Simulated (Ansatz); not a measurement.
H6C5

Input

```
crystal:
  lattice:
    - [7.9167204484, 4.5707206836, 1.8472472522]
    - [-7.9167204484, 4.5707206836, 1.8472472522]
    - [0.0, -9.1414413623, 1.8472472644]
  atoms:
    - { symbol: C, position: [0.3387182884, 0.2403738392, 0.7939922964] }
    - { symbol: C, position: [0.6612817116, 0.7596261608, 0.2060077036] }
    - { symbol: C, position: [0.7939922964, 0.3387182884, 0.2403738392] }
    - { symbol: C, position: [0.2060077036, 0.6612817116, 0.7596261608] }
    - { symbol: C, position: [0.2403738392, 0.7939922964, 0.3387182884] }
    - { symbol: C, position: [0.7596261608, 0.2060077036, 0.6612817116] }
    - { symbol: C, position: [0.2841567994, 0.3069130983, 0.9080977088] }
    - { symbol: C, position: [0.7158432006, 0.6930869017, 0.0919022912] }
    - { symbol: C, position: [0.9080977088, 0.2841567994, 0.3069130983] }
    - { symbol: C, position: [0.0919022912, 0.7158432006, 0.6930869017] }
    - { symbol: C, position: [0.3069130983, 0.9080977088, 0.2841567994] }
    - { symbol: C, position: [0.6930869017, 0.0919022912, 0.7158432006] }
    - { symbol: C, position: [0.5545793625, 0.4333608921, 0.8856331314] }
    - { symbol: C, position: [0.4454206375, 0.5666391079, 0.1143668686] }
    - { symbol: C, position: [0.8856331314, 0.5545793625, 0.4333608921] }
    - { symbol: C, position: [0.1143668686, 0.4454206375, 0.5666391079] }
    - { symbol: C, position: [0.4333608921, 0.8856331314, 0.5545793625] }
    - { symbol: C, position: [0.5666391079, 0.1143668686, 0.4454206375] }
    - { symbol: H, position: [0.7867437768, 0.9619375973, 0.3667415846] }
    - { symbol: H, position: [0.2132562232, 0.0380624027, 0.6332584154] }
    - { symbol: H, position: [0.3667415846, 0.7867437768, 0.9619375973] }
    - { symbol: H, position: [0.6332584154, 0.2132562232, 0.0380624027] }
    - { symbol: H, position: [0.9619375973, 0.3667415846, 0.7867437768] }
    - { symbol: H, position: [0.0380624027, 0.6332584154, 0.2132562232] }
    - { symbol: H, position: [0.8855477355, 0.8444770848, 0.1651203406] }
    - { symbol: H, position: [0.1144522645, 0.1555229152, 0.8348796594] }
    - { symbol: H, position: [0.1651203406, 0.8855477355, 0.8444770848] }
    - { symbol: H, position: [0.8348796594, 0.1144522645, 0.1555229152] }
    - { symbol: H, position: [0.8444770848, 0.1651203406, 0.8855477355] }
    - { symbol: H, position: [0.1555229152, 0.8348796594, 0.1144522645] }
    - { symbol: H, position: [0.4040961983, 0.6201115381, 0.2044503995] }
    - { symbol: H, position: [0.5959038017, 0.3798884619, 0.7955496005] }
    - { symbol: H, position: [0.2044503995, 0.4040961983, 0.6201115381] }
    - { symbol: H, position: [0.7955496005, 0.5959038017, 0.3798884619] }
    - { symbol: H, position: [0.6201115381, 0.2044503995, 0.4040961983] }
    - { symbol: H, position: [0.3798884619, 0.7955496005, 0.5959038017] }
    - { symbol: C, position: [0.3625776197, 0.3625776197, 0.3625776197] }
    - { symbol: C, position: [0.6374223803, 0.6374223803, 0.6374223803] }
    - { symbol: H, position: [0.2398059104, 0.3636386278, 0.2694405984] }
    - { symbol: H, position: [0.7601940896, 0.6363613722, 0.7305594016] }
    - { symbol: H, position: [0.2694405984, 0.2398059104, 0.3636386278] }
    - { symbol: H, position: [0.7305594016, 0.7601940896, 0.6363613722] }
    - { symbol: H, position: [0.3636386278, 0.2694405984, 0.2398059104] }
    - { symbol: H, position: [0.6363613722, 0.7305594016, 0.7601940896] }
basis:
  ecutwfc: 420
kpoints:
  mp_grid: { grid: [6, 6, 6] }
hamiltonian:
  xc: lda
scf:
  occupations: { method: gaussian, width: 0.02 }
output:
  forces: true
  stress: true
  eigenvalues: true
  write_density: true
  write_potential: true
  elf: true
  volumetric_format: npy
relax:
  adjacent_minimum: "off"
  f_tol: 0.005
  max_steps: 50
  cell: { stress_tol: 0.05 }
```

Run with:

```sh
ansatz run input.yaml --threads 8 --pin off --max-ram 22528MiB --backend cpu --events-out ev --progress --plain --runs-dir out
```

The fields are those of the run's last geometry, not of the input's.

Space group R-3.

The calculation used Ansatz 0.2.0, DFT LDA, scalar-relativistic, plane waves, PAW.

Core electrons are frozen (PAW), and the valence fields are smoothed inside the atomic spheres.

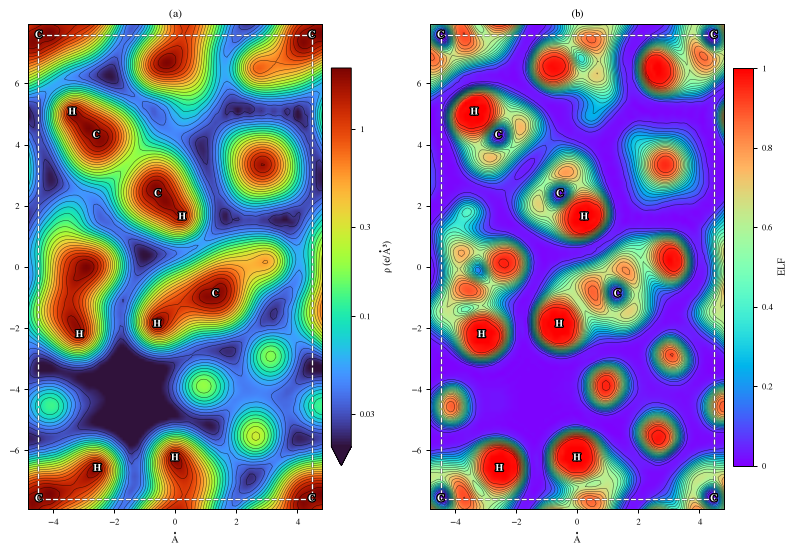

Figure 1. (a) valence charge density (pseudo); (b) ELF on the (110) plane of the calculation cell.

Read the bonding off the picture.

The section cuts through C and H sites. Atoms just off the plane (C, 0.3 Å away and H, 0.3 Å away) can leave unmarked features too. C–H (1.10 Å): ρ at the midpoint is about 2 e/Å³; the ELF climbs to about 1 towards the hydrogen, as it does in any bond to H (an ordinary covalent bond to hydrogen). Between the atoms the lowest density in this plane is 0.01 e/Å³.

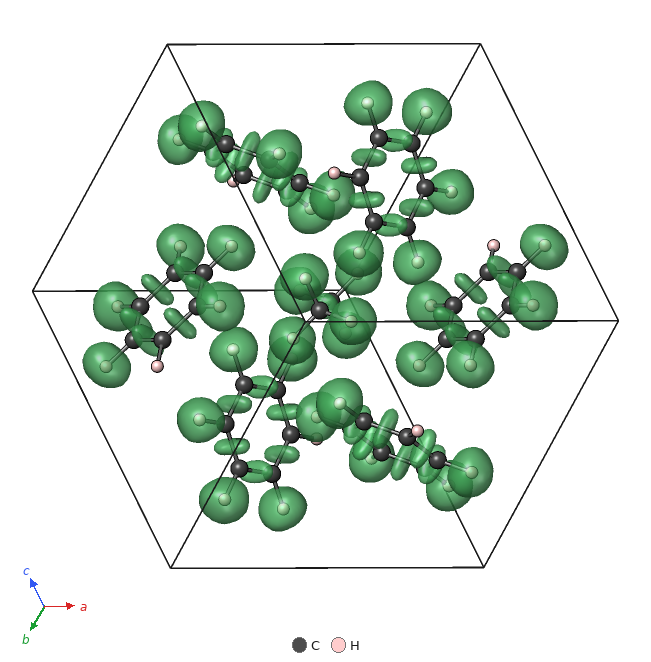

Figure 2. Isosurface of the ELF at 0.85 (green), seen at an oblique angle. Only the valence region is drawn (cores and ρ < 0.01 e/Å³ removed). Sticks mark near contacts.

Where are the electrons localised?

At this value the surface marks out 19 regions between bonded C–C atoms (shared pairs) and 24 regions around hydrogen nuclei, counted in one cell of 44 atoms. Regions shared between cells count once.


 C–C (1.39 Å): the ELF peaks at about 0.95 between the atoms (a covalent bond).

Metal or insulator at this level of theory?

It is gapped, with a Kohn–Sham gap of 4.1 eV on the k-point mesh, an upper bound to the gap of this method.
